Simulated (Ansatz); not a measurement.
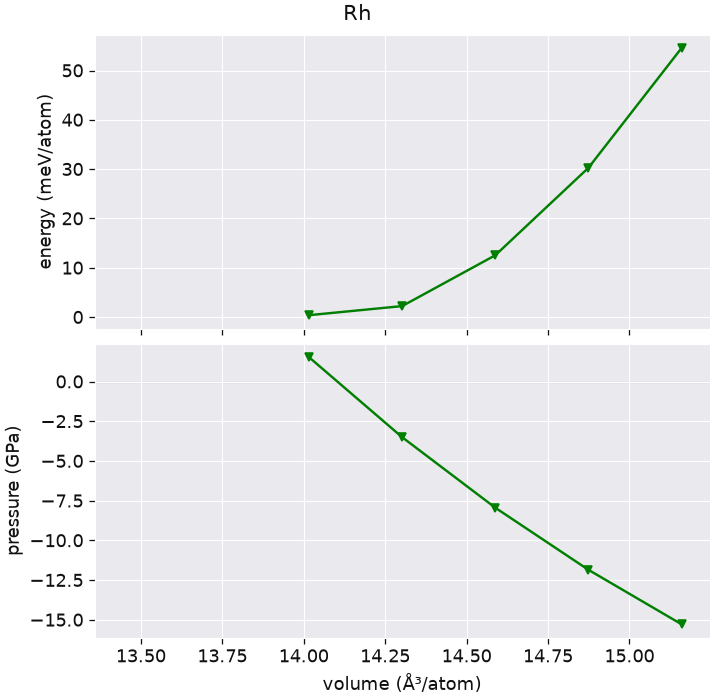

The plot gives the computed energy and pressure against volume for Rh, space group P6_3/mmc (No. 194).

Cell as given: a = 2.731 Å, b = 2.731 Å, c = 4.428 Å, α = 90.00°, β = 90.00°, γ = 120.00°; 2 atoms.

Calculation (Ansatz 0.2.0): all-electron LAPW DFT, no spin polarisation; energies at scaled volumes of the given cell, shape and fractions fixed, counted from the fit's minimum, third-order Birch-Murnaghan fit. Level: PBE.

- k mesh: 11×11×6
- occupations: Fermi–Dirac
- smearing width: 0.05 eV
- potentials: all electron LAPW, scalar relativistic
- program settings: basis error eV/atom 0.0005

The points at volume 13.44 Å³/atom and 13.73 Å³/atom are left out of the plot. What values does the calculation give there?

```
volume (Å³/atom)  energy (meV/atom)  pressure (GPa)
           13.44              26.73           13.72
           13.73               8.13            7.25
```

Keep in mind: shape and atomic fractions are frozen while scaling, which makes layered, chain and framework solids too stiff.
